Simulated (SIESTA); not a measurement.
# A series of single points on CdSe

System: CdSe (F-43m, 2 atoms in the cell).
Method: Kohn-Sham DFT of a periodic cell, SOGGA, PseudoDojo 0.4 standard NC, numerical atomic orbitals, no spin polarisation (SIESTA 5.4.2).

The 7 runs differ only in the geometry, by an even scaling of the cell at fixed fractional positions. The structure derives from a Materials Project entry.

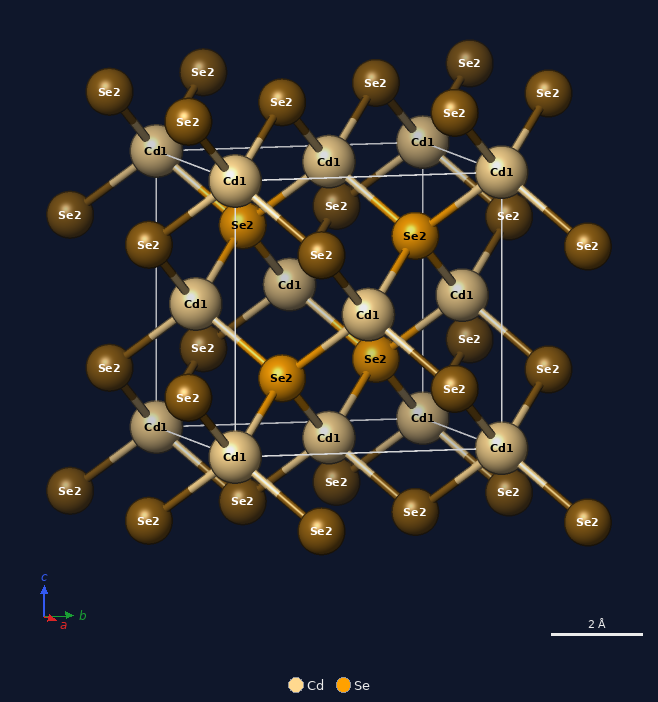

Figure 1. The structure of run 4 (ball-and-stick view of the cell 4 times as large as that of the calculation, set on its symmetry axes, seen slightly off an axis; neighbours outside the cell are drawn fainter; atoms are numbered from 1 in the order of the input).

## Input of run 4
```
SystemName                      CdSe
SystemLabel                     CdSe
NumberOfSpecies                 2
NumberOfAtoms                   2
%block ChemicalSpeciesLabel
  1  48 Cd
  2  34 Se
%endblock ChemicalSpeciesLabel

LatticeConstant                 1.0 Ang
%block LatticeVectors
     0.0000000000     3.0702711986     3.0702711986
     3.0702711986     0.0000000000     3.0702711986
     3.0702711986     3.0702711986     0.0000000000
%endblock LatticeVectors
AtomicCoordinatesFormat         Fractional
%block AtomicCoordinatesAndAtomicSpecies
     0.0000000000     0.0000000000     0.0000000000  1  Cd
     0.2500000000     0.2500000000     0.2500000000  2  Se
%endblock AtomicCoordinatesAndAtomicSpecies

%block kgrid.MonkhorstPack
    8   0   0  0.0
    0   8   0  0.0
    0   0   8  0.0
%endblock kgrid.MonkhorstPack
%block XC.Mix
  2
  GGA LIBXC-00-GGA_X_SOGGA 1.0 0.0
  GGA LIBXC-00-GGA_C_PBE 0.0 1.0
%endblock XC.Mix
PAO.BasisSize                   DZP
PAO.EnergyShift                 0.002 Ry
Mesh.Cutoff                     800 Ry
OccupationFunction              FD
ElectronicTemperature           0.05 eV
MaxSCFIterations                120
SCF.MustConverge                false
SCF.Mixer.Method                Pulay
SCF.Mixer.Weight                0.25
SCF.Mixer.History               8
SCF.DM.Tolerance                5.0e-05
SCF.H.Tolerance                 1.0e-03 eV
WriteForces                     true
Charge.Mulliken                 end
```

Command:
```bash
siesta < CdSe.fdf > CdSe.out 2>&1
```

Run 6 differs from it as follows:
```diff
-     0.0000000000     3.0702711986     3.0702711986
-     3.0702711986     0.0000000000     3.0702711986
-     3.0702711986     3.0702711986     0.0000000000
+     0.0000000000     3.1106741371     3.1106741371
+     3.1106741371     0.0000000000     3.1106741371
+     3.1106741371     3.1106741371     0.0000000000
```

## Results, with one run withheld

```tsv
run	volume per atom (Å³)	free energy per atom, from the lowest run given (meV)	pressure (GPa)	gap on the mesh (eV)
1	27.206	8.92	2.52	0.87
2	27.784	2.19	1.22	0.82
3	28.363	0.00	0.01	0.76
4	28.942	2.65	−1.07	0.71
5	29.521	8.22	−2.00	0.66
6	30.100	?	?	?
7	30.679	28.57	−3.57	0.57
```

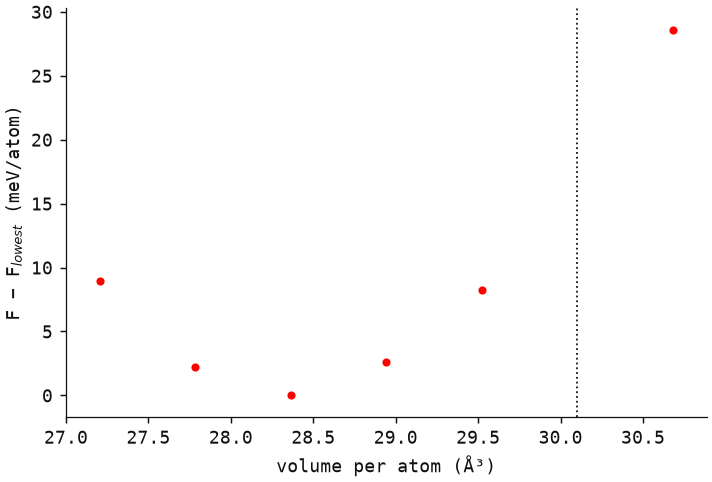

Figure 2. Free energy per atom of the runs given; the dotted line marks run 6.

Estimate the energy of run 6 from the others.

A cubic polynomial in V^(−2/3) (the Birch–Murnaghan form), fitted to the 6 runs given, misses them by at most 0.19 meV per atom. With x = V^(−2/3) − 0.10665 Å⁻², it reads F = 1.0947 − 1878.5 x + 9.4596e+05 x² + 1.317e+07 x³ (meV per atom). At run 6 it gives 17.16 meV per atom, and the run itself gives 16.98. The slope of the fit gives a pressure −dF/dV of −2.82 GPa there, and the run prints −2.83 GPa. The fit has its minimum at 28.323 Å³ per atom, where V d²F/dV² gives 57.3 GPa: the bulk modulus at this level, since symmetry fixes the shape and the positions. The gap on the mesh goes, without turning, from 0.87 eV in run 1 to 0.57 eV in run 7; run 6 has 0.61 eV. These are gaps of this functional on this mesh, which can miss the band edges; they aren't the measured gap.

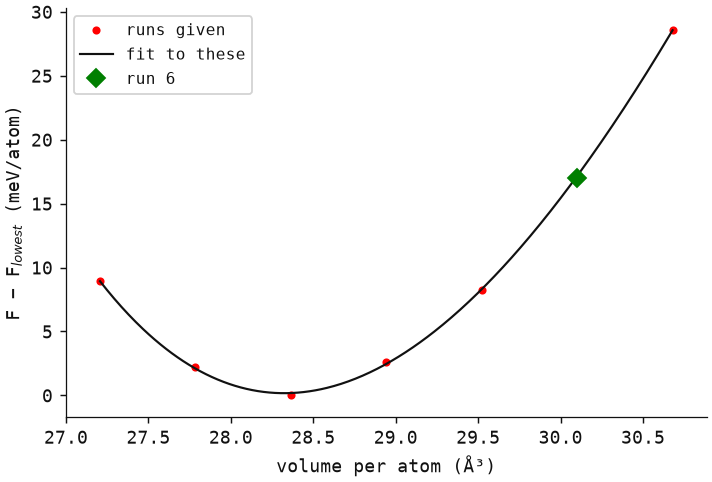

Figure 3. The fit and the withheld run.

## Some lines of the output (run 6)
```
[...]
outcell: Cell volume (Ang**3)        :     60.1996
stepf: Fermi-Dirac step function
siesta: Etot    =     -8055.880661
siesta: FreeEng =     -8055.880661
        iscf     Eharris(eV)        E_KS(eV)     FreeEng(eV)     dDmax    Ef(eV) dHmax(eV)
siesta: E_KS(eV) =            -8057.1952
siesta: E_KS - E_eggbox =     -8057.1952
siesta: Etot    =     -8057.195206
siesta: FreeEng =     -8057.195221
siesta:         Fermi =      -4.725368
siesta: Cell volume =         60.199592 Ang**3
    Orbital volume contribution        =           1.770711 eV
```

Notes on the run: xc_check: WARNING: Pseudopotential generated with GGA PBEsol functional. With a small basis of atomic orbitals these values can differ much from converged plane-wave results.
